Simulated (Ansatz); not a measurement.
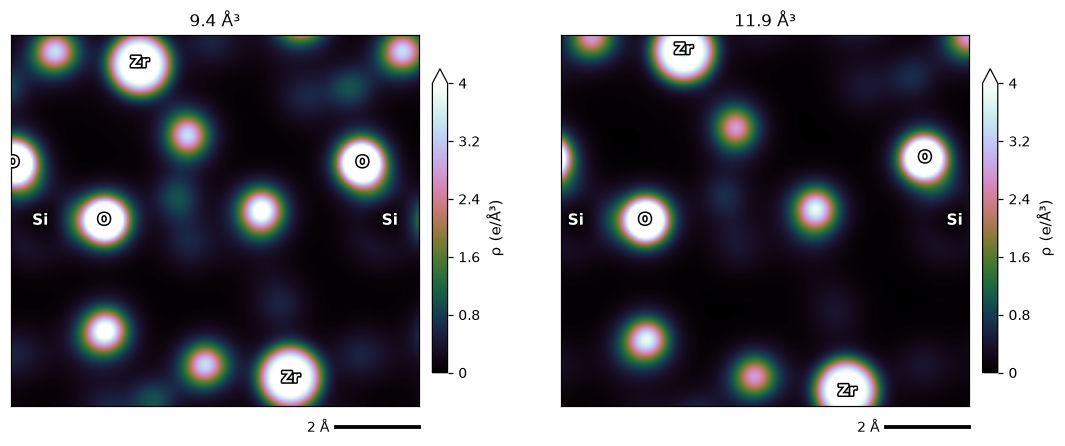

ZrSiO$_{4}$. The valence electron density of cells scaled evenly to different volumes (given per atom above each panel), on the (111) plane of each (indices in the axes of the cell below), at one length scale and on one colour scale.

A point of a scan over the structure, not its minimum; PAW files of the earlier set (soft_1).

Computed with DFT LDA, scalar-relativistic, plane waves, PAW (Ansatz).

In a PAW calculation such maps are meaningful between the atoms, not at the nuclei.

The largest cell:

```cif
data_structure
_symmetry_space_group_name_H-M 'P 1'
_symmetry_Int_Tables_number 1
_cell_length_a 5.7307
_cell_length_b 5.7307
_cell_length_c 5.7307
_cell_angle_alpha 106.003
_cell_angle_beta 106.003
_cell_angle_gamma 116.655
_cell_volume 143.15
loop_
_atom_site_label
_atom_site_type_symbol
_atom_site_fract_x
_atom_site_fract_y
_atom_site_fract_z
_atom_site_occupancy
Zr1 Zr 0.75000 0.25000 0.50000 1
Zr2 Zr 0.00000 0.00000 0.00000 1
Si1 Si 0.25000 0.75000 0.50000 1
Si2 Si 0.50000 0.50000 0.00000 1
O1 O 0.13448 0.31909 0.81539 1
O2 O 0.06909 0.75370 0.68461 1
O3 O 0.50370 0.31909 0.18461 1
O4 O 0.06909 0.38448 0.31539 1
O5 O 0.61552 0.93091 0.68461 1
O6 O 0.68091 0.86552 0.18461 1
O7 O 0.24630 0.93091 0.31539 1
O8 O 0.68091 0.49630 0.81539 1
```

| volume (Å³/atom) | Si–O contact in the plane (Å) | ρ at its midpoint (e/Å³) | pressure (GPa) | gap on the mesh (eV) | 
| --- | --- | --- | --- | --- |
| 9.37 | 1.546 | 1.455 | 44.1 | 5.39 | 
| 10.65 | 1.613 | ? | ? | ? | 
| 11.93 | 1.675 | 1.132 | −21.8 | 4.19 | 

Estimate the missing row, and compare with the calculation.

Over the known rows ln ρ falls by 1.95 per Å of Si–O distance (the line through the two), which gives 1.277 e/Å³ at 1.613 Å; the calculation gives 1.274 e/Å³. For the pressure, a straight line in volume between the neighbouring rows gives 11.1 GPa; the calculation gives 1.2, lower because pressure rises ever faster on compression. For the gap on the mesh, a straight line in volume between the neighbouring rows gives 4.79 eV; the calculation gives 4.76.
